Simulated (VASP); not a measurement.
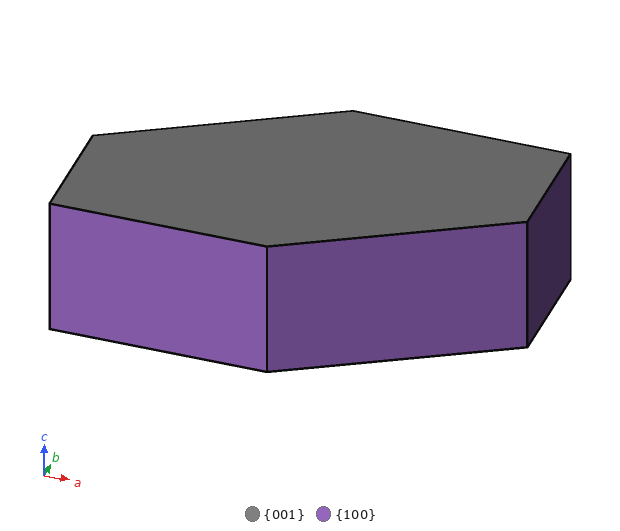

Al2O3, space group P-6m2 (No. 187), a = 2.884 Å, b = 2.884 Å, c = 9.337 Å, α = 90.00°, β = 90.00°, γ = 120.00°. The shape was computed with the Donnay–Harker form of the Bravais–Friedel law: planes with larger spacing d grow more slowly and so show as larger faces; centring, glide planes and screw axes halve or divide d. Origin: a cell listed in the Materials Project, as set up for an electronic-structure calculation. Forms under 0.4 % of the area are left out. Forms are taken in the Laue class: a face and its opposite count as one form.

Question: Describe the habit.

Answer: It is plate-like. Widths along a, b and c stand as 1.00 : 1.00 : 0.23.

Question: Which form makes up most of the surface, and how much?

Answer: {001}, with 2 faces and about 65 % of the area; its spacing is d = 9.337 Å.
